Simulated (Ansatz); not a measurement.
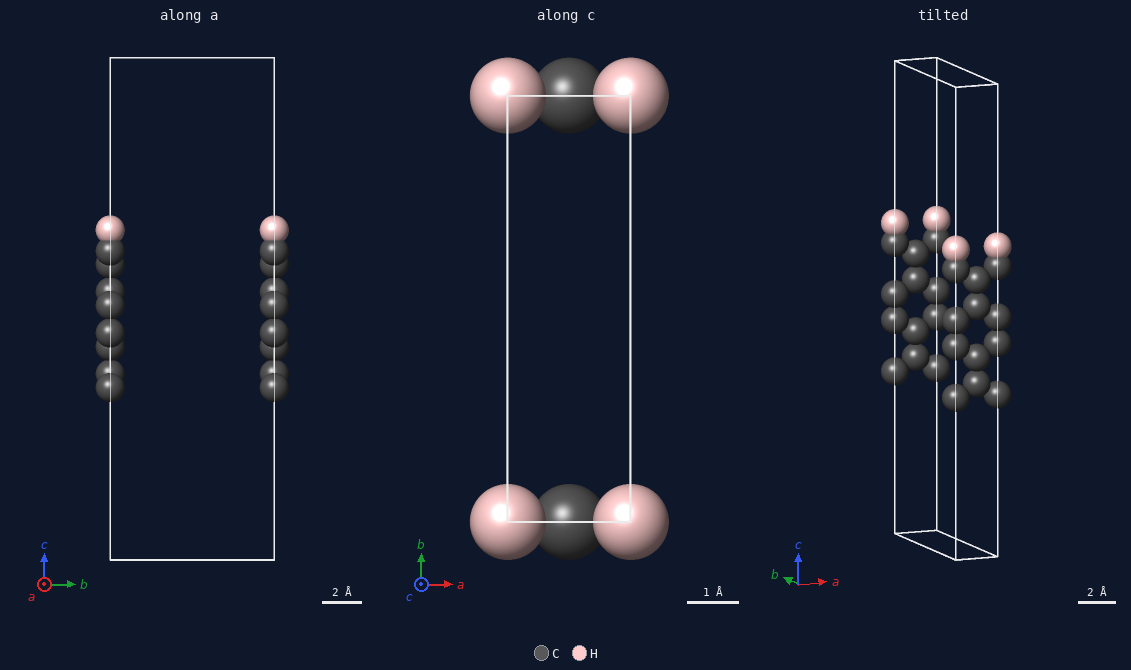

We look at a space-filling model of the crystal along the a axis, along the c axis and slightly off an axis. Atoms at the boundary of the simulation cell (the box) are drawn once for each face, edge or corner they touch. Cell: a = 2.459 Å, b = 8.523 Å, c = 26.098 Å, α = 90.00°, β = 90.00°, γ = 90.00°.

The stoichiometry is HC₈. Atoms per cell: 9 (1 H, 8 C). The neighbours of H is one C at about 1.1 Å.

The initial geometry was a structure listed in the Materials Project, from which a slab was cut and an adsorbate added. The atoms were relaxed in a fixed cell with Ansatz 0.2.0, DFT PBEsol, scalar-relativistic, plane waves, PAW, but for four held in place.

At this level of theory the cell isn't at rest (forces up to 3.1 eV/Å), so its distances can differ from those at equilibrium, the more so the softer the solid.
